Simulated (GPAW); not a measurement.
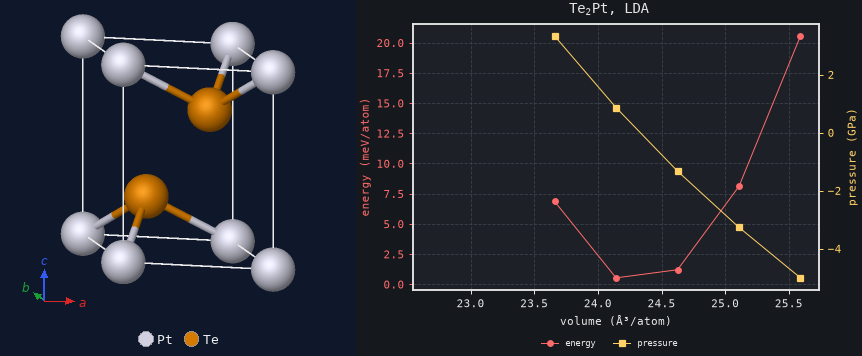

The picture above shows the energy and pressure against volume for Te₂Pt, space group P-3m1 (No. 164). The conventional cell is drawn beside the plot.

Cell as given: a = 4.010 Å, b = 4.010 Å, c = 5.201 Å, α = 90.00°, β = 90.00°, γ = 120.00°; 3 atoms.

Calculation (GPAW 26.7.0): PAW DFT in plane waves, on a grid or in atomic orbitals, no spin polarisation; energies at scaled volumes of the given cell, shape and fractions fixed, counted from the fit's minimum, third-order Birch-Murnaghan fit. Level: LDA.

```
         setting                                 value
          k mesh                                 6×6×4
     occupations                           Fermi–Dirac
  smearing width                               0.05 eV
      potentials  GPAW PAW data sets (gpaw data 1.2.1)
     wave cutoff                                600 eV
program settings                              basis pw
```

The points at volume 22.69 Å³/atom and 23.18 Å³/atom are left out of the plot. What values does the calculation give there?

| volume (Å³/atom) | energy (meV/atom) | pressure (GPa) |
| --- | --- | --- |
| 22.69 | 44.23 | 9.24 |
| 23.18 | 21.09 | 6.11 |

Note: spin-orbit coupling left out, heavy elements; shape and atomic fractions are frozen while scaling, which makes layered, chain and framework solids too stiff.
